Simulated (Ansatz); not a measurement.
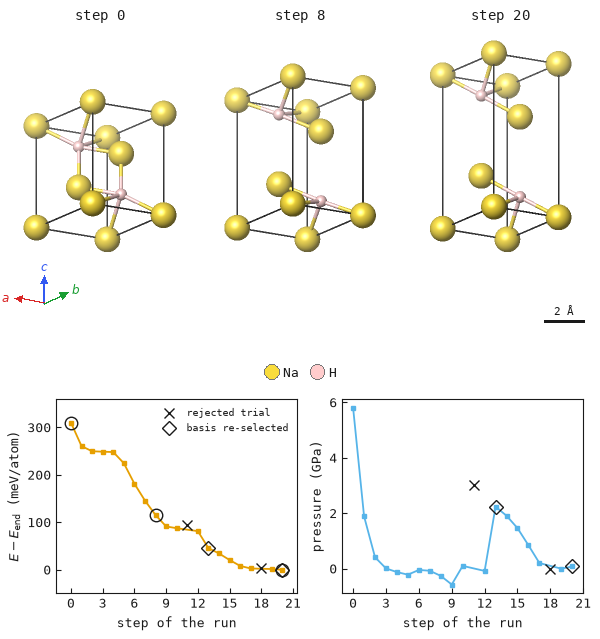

Frames of a relaxation of solid Na₃H₂ (built on the A-type sesquioxide_164 type) (coarse preliminary run), marked on the history of the run. The picture is a ball-and-stick view of the cell of the calculation, seen from a free direction.

Case: anti-A-type sesquioxide type (P-3m1, No. 164).

Theory: DFT PBE, scalar-relativistic, plane waves, PAW in Ansatz 0.2.0. (plane-wave cutoff 420 eV; k-point mesh 6 × 6 × 4; occupations gaussian; smearing width 0.1 eV; no spin polarisation; cell and atoms relaxed; force threshold 0.04 eV/Å; at most 70 steps)

What happens along the run?

Answer. Over 16 accepted moves (20 points after the start) the energy falls by 310 meV per atom. The largest force component goes from 0.26 to 0.0065 eV/Å. Pressure: 5.80 GPa at the start and 0.08 GPa at the end. The line search rejected the trial steps at points 11, 18 of the run. At 2 points the geometry stayed and the basis and grid were re-selected for the new cell (energy shift of 35.8 meV per atom at most each time). The largest moves relative to the cell, 0.78 Å, are those of H atoms. Largest moves by element: H 0.78 Å, Na 0.31 Å. The drawn cell changes as follows: a = b 3.778 → 3.442 Å (−8.9 %), c 5.877 → 8.871 Å (+50.9 %); the volume changes by +25.3 %. Some distances before and after: H–Na 2.351 → 4.640 Å, Na–Na 2.768 → 3.764 Å, Na–Na 3.018 → 3.464 Å, H–Na 2.613 → 2.427 Å. Bonds break: H–Na (2.35 → 4.64 Å). Bond angles that change, for instance: Na–H–Na 112.3° → 89.0°, H–Na–H 112.3° → 89.0°. The space group stays P-3m1 (No. 164). The run took 70 s on 1 thread of Arm Neoverse N1 (shared host), peak memory 0.34 GiB. From step 0 to 8: H atoms move most (0.75 Å), volume +22.9 %, energy −195 meV per atom. From step 8 to 20: H atoms move most (0.12 Å), volume +2.0 %, energy −115 meV per atom.
